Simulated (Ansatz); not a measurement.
CoPdO$_{2}$

The calculation's input:

```
crystal:
  lattice:
    - [1.3290631775, 0.7673349833, 5.5307052044]
    - [-1.3290631775, 0.7673349833, 5.5307052044]
    - [0.0, -1.5346699666, 5.5307052044]
  atoms:
    - { symbol: Co, position: [0.5, 0.5, 0.5] }
    - { symbol: Pd, position: [0.0, 0.0, 0.0] }
    - { symbol: O, position: [0.887524, 0.887524, 0.887524] }
    - { symbol: O, position: [0.112476, 0.112476, 0.112476] }
kpoints:
  mp_grid: { grid: [12, 12, 12] }
scf:
  occupations: { method: fermi_dirac, width: 0.08 }
  lower_state_search: "off"
hamiltonian:
  xc: r2scan
  pseudopotentials: { kind: paw }
output:
  forces: true
  stress: true
  eigenvalues: true
  write_density: true
  write_potential: true
  elf: true
  volumetric_format: npy
```

Run with:

```sh
ansatz run input.yaml --threads 2 --pin off --max-ram 6144MiB --backend cpu --events-out ev --progress --plain --runs-dir out
```

Below, planes, directions and counts refer to the conventional cell (a = 2.66 Å, b = 2.66 Å, c = 16.59 Å, α = 90.00°, β = 90.00°, γ = 120.00°).

Space group R-3m; a structure from a database of computed crystals, not necessarily the ambient phase; not relaxed (largest force 0.7 eV/Å); computed pressure about 72 GPa in this cell; computed without spin polarisation.

Computed with DFT, r2SCAN, PAW with Ansatz's default frozen-core files, scalar-relativistic in Ansatz 0.2.0.

> What can the converged valence pseudo-density and electron localisation function tell about the bonding?

Pd–O (1.87 Å): ρ is about 1.1 e/Å³ halfway; the ELF peaks at about 0.85 in the valence shell of O, 0.6 Å from its nucleus, and is about 0.20 at the midpoint: no localised pair shows between them.

> Does the calculation make it a metal, or give it a gap?

It is metallic or semimetallic at this level of theory: no gap opens; semilocal functionals without U, or without the true magnetic order, often close the gap of such compounds.

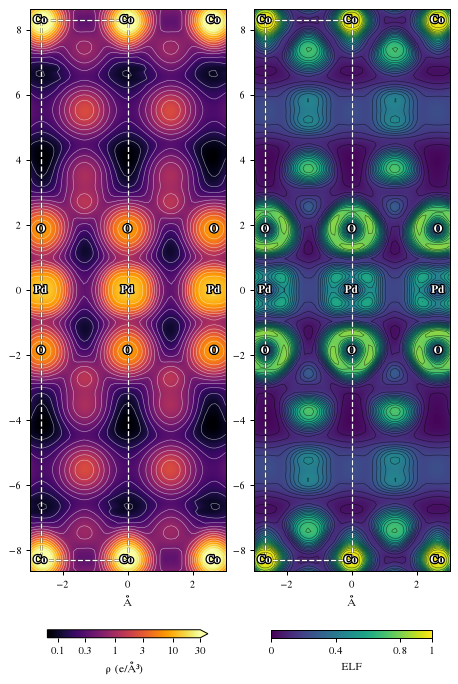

Computed valence pseudo-density and electron localisation function on the (010) plane of the conventional cell, in this order. Atoms just off the plane (Co, 0.8 Å away, Pd, 0.8 Å away and O, 0.8 Å away) can leave unmarked features too.
